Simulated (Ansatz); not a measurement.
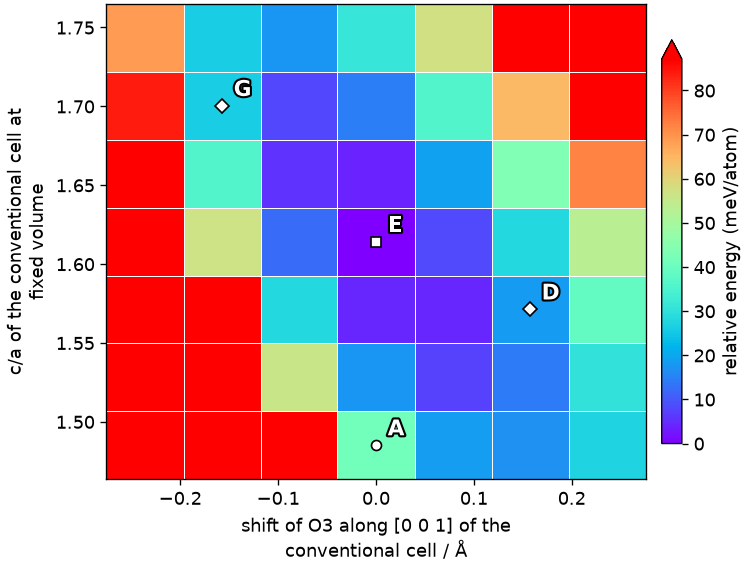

ZnO (P6_3mc, No. 186; 4 atoms in the cell). The energy is mapped over a free internal coordinate and the cell. The first coordinate is: shift of O3 along [0 0 1] of the conventional cell, Cartesian (0 0 1), its symmetry partners moved as symmetry demands (measured in the relaxed cell); the second: c/a of the conventional cell at fixed volume. Nothing is relaxed (all other coordinates fixed). The scan uses a 7 × 7 grid. Points are written as (first, second). Energies: meV/atom, counted from the lowest grid point. These are results of DFT PBEsol, scalar-relativistic, plane waves, PAW in Ansatz, not measurements. Settings: cutoff 520 eV, k-mesh 9×9×6 in the order of the run's cell vectors, gaussian smearing 0.05 eV, no spin polarisation.

Drawn: one coloured cell a grid point, one colour for all values above the top of the scale, lettered points.

Question: Is A the lowest point of the computed grid?

Answer: No. A lies 41 meV/atom above the lowest grid point, which is at (0.000 Å, 1.614).

Question: What kind of point is each of D, E: minimum, saddle, maximum or slope?

Answer: D: on a slope; E: minimum. (In these two coordinates alone; a stationary point may lie a little off the grid point.)

PAW datasets: the set soft_1.
